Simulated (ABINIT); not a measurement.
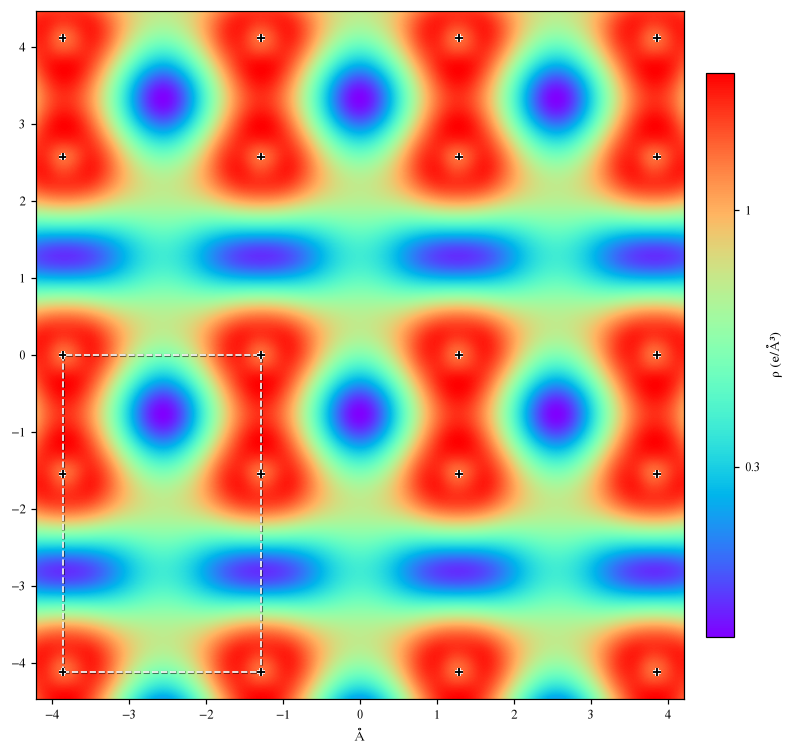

The valence charge density (pseudo) on a plane through atoms (crosses mark nuclei in the plane).

Computed with Kohn-Sham DFT of a periodic cell, PBE, JTH PAW PBE v2.0 (ABINIT).

Candidates:
A. C, a = 2.57 Å, b = 2.57 Å, c = 4.12 Å, α = 90.00°, β = 90.00°, γ = 120.00°. Space group P6₃/mmc; computed pressure about −13 GPa in this cell.
B. TiAl, a = 2.84 Å, b = 2.84 Å, c = 4.06 Å, α = 90.00°, β = 90.00°, γ = 90.00°. Space group P4/mmm.

Which candidate gave the map?

Answer. Candidate A: C on the (100) plane of the conventional cell, which holds C. C–C (1.54 Å): the density is about 1.6 e/Å³ at the midpoint.
